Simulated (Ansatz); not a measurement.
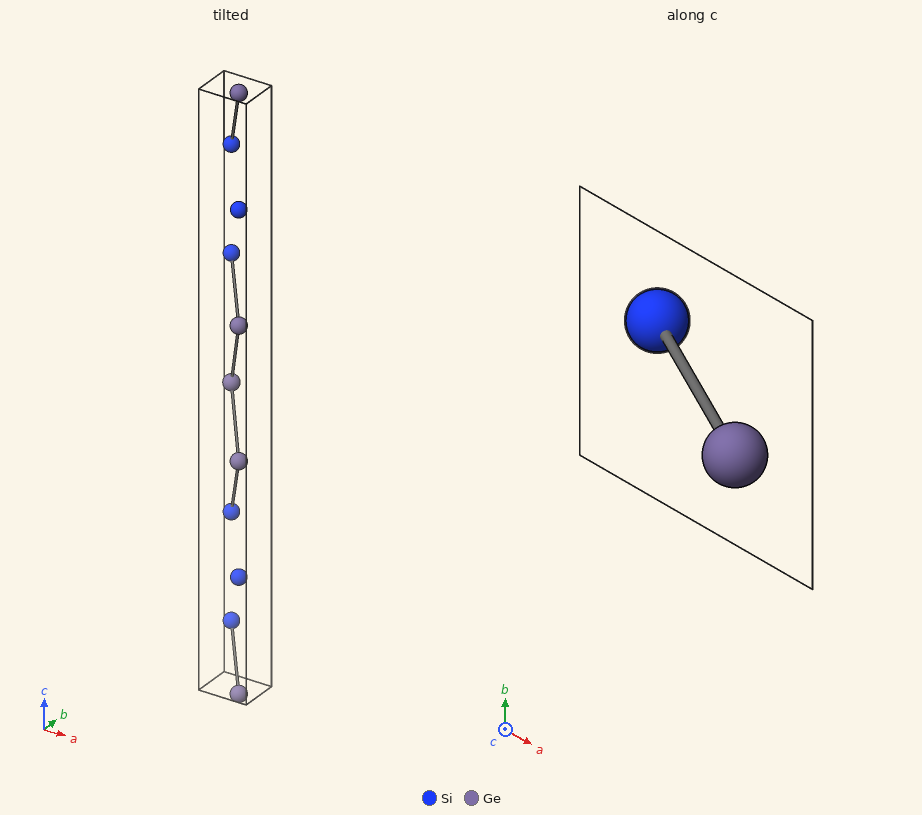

View slightly off an axis and along the c axis, drawn as a ball-and-stick model. Lines trace the edges of the conventional unit cell. Cell: a = 2.83 Å, b = 2.83 Å, c = 23.84 Å, α = 90.00°, β = 90.00°, γ = 120.00°.

The structure comes from a structure type filled with these elements by a generator (whether the compound takes this form wasn't checked). Earlier steps of the study, as a rule a relaxation of our own, may have changed the cell and positions, so they can lie some per cent off the listed ones. It went into a calculation with Ansatz.

> In words:

The formula is Si3Ge2. The symmetry is that of P-6m2 (No. 187), on a primitive hexagonal lattice. It has 10 atoms to the cell (6 Si, 4 Ge). Taking every contact within bonding distance, one finds Si 0 to 3 (mean 2.0) and Ge 12.

Level of theory and settings: Ansatz, DFT PBE, scalar-relativistic, plane waves, PAW, an energy cutoff of 420 eV, an 18×18×2 k-point mesh, Gaussian smearing of 0.1 eV, no spin polarisation.

> Does it come out as a metal, or with a gap?

A metal: bands cross the Fermi level.

> List the Bader charges.

Si -0.01 e; Ge +0.01 to +0.04 e.

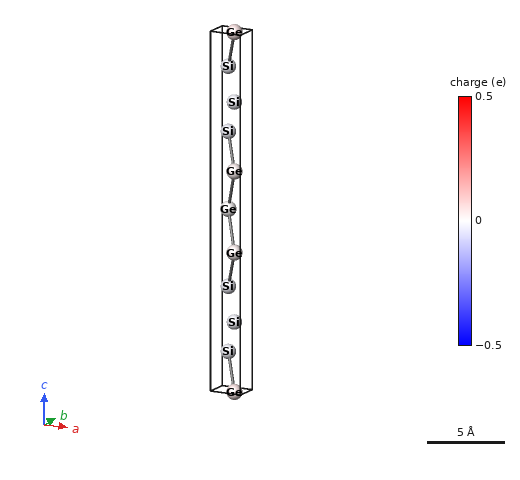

The atoms coloured by those charges. The run's cell of 10 atoms is drawn.

> Is this the optimised geometry for these settings?

Yes. The largest force is 0.01 eV/Å. The pressure is 0.0 GPa, close to zero.
